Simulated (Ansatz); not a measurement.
B (2 atoms in the cell), run with Ansatz.

```
crystal:
  lattice:
    - [3.0112137415, 0.0, 0.0]
    - [-1.5056068707, 2.6077875963, 0.0]
    - [0.0, 0.0, 1.9354742304]
  atoms:
    - { symbol: B, position: [0.6666666667, 0.3333333333, 0.0] }
    - { symbol: B, position: [0.3333333333, 0.6666666667, 0.0] }
basis:
  ecutwfc: 420
kpoints:
  mp_grid: { grid: [24, 24, 28] }
hamiltonian:
  xc: pbe
scf:
  occupations: { method: gaussian, width: 0.1 }
  mixing: { algorithm: anderson, beta: 0.005, ndim: 1 }
  max_iter: 75
output:
  forces: true
  eigenvalues: true
  stress: true
```

Command:
```bash
ansatz run input.yaml --threads 1 --pin off --max-ram 2560MiB --backend cpu --events-out ev --progress --plain --runs-dir out
```

Question: How does the iteration go?

Answer: It converged, after 34 iterations. Up to iteration 31 density mixing fails to converge: the residual only creeps down, by about 1 % a step, and is still near 3 × 10⁻⁴. After iteration 31 the program gave up density mixing and went on by direct minimisation of the free energy, which closed the SCF. The input holds an odd setting (mixing far too weak), but it does no harm here: the energy lies within 1 meV per atom of a run with usual settings.

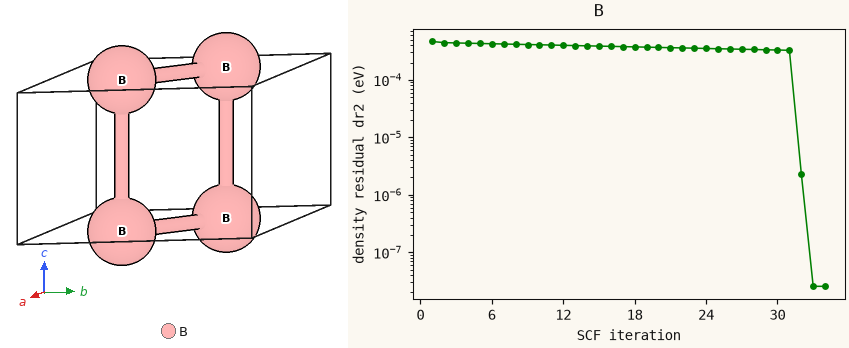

Beside the plot: the structure in its conventional cell.

SCF iterations of a calculation: density residual dr2. The starting density is a sum of atomic densities corrected by a trained network, so the first residual is already small.
